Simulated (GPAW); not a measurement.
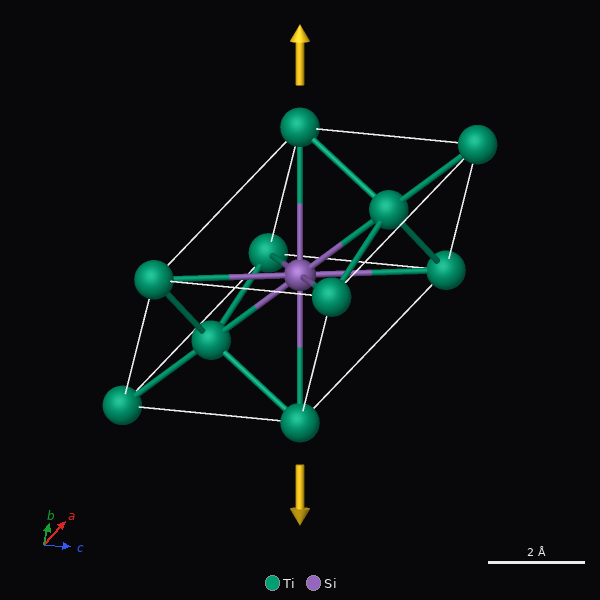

Ti₃Si, D0₃ (BiF₃ or Fe₃Al type), space group Fm-3m (No. 225). The run's cell of 4 atoms is drawn unstrained, with atoms on its boundary repeated; the arrows mark the Cartesian direction z, along which it is stretched or compressed while the other dimensions are held. The atoms keep their fractional positions. The cell is a structure listed in the Materials Project. It needn't be the stable form of this composition.

Alike in all runs: GPAW 26.7.0; functional PBEsol; potentials PAW data sets generated in the run's folder for this functional; cutoff 600 eV; k mesh 7 × 7 × 7 on the run's cell of 4 atoms; occupations fermi-dirac, width 0.05 eV; no spin polarisation; no spin-orbit coupling. Stress is positive in compression, averaged over the directions named.

| strain (%) | ΔE (meV/atom) | stress along z (GPa) | stress across, x/y (GPa) |
| --- | --- | --- | --- |
| −4 | -7.3 | 0.54 | 0.39 |
| −2 | ? | ? | ? |
| −1 | -3.8 | -3.87 | -3.82 |
| 0 | 0.0 | -5.12 | -5.12 |
| +1 | 4.8 | -6.27 | -6.35 |
| +2 | 10.6 | -7.34 | -7.52 |
| +4 | 25.1 | -9.22 | -9.73 |

Q: Fit the stress along the strain with a parabola, read off its slope at zero strain, and fill in the missing row.

A: The slope at zero strain is -122 GPa per unit strain, so the clamped-ion stiffness of this cell along z (C33 in these Cartesian axes) is about 120 GPa. The fit puts the stress at −2 % at -2.48 GPa. The run gave -2.53 GPa along, -2.47 GPa across and ΔE = -6.3 meV/atom.

Q: At which strain does the stress along the strained direction vanish?

A: Near −3.7 %: the cell as given is stretched along it at this level of theory (-5.1 GPa), so the energy is least there and not at zero.

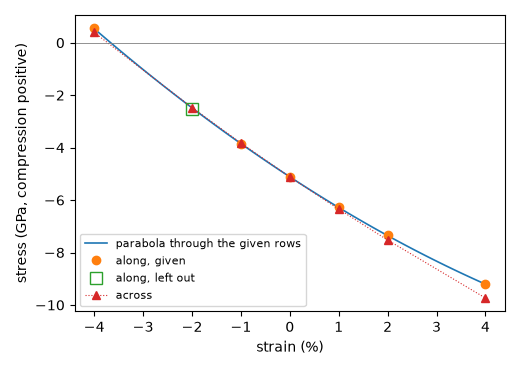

Stress against strain.

Caveat: the density grid can change from cell to cell, which puts small steps into energies and stress; the slope belongs to a cell under 5 GPa of tension, not to the crystal at rest.
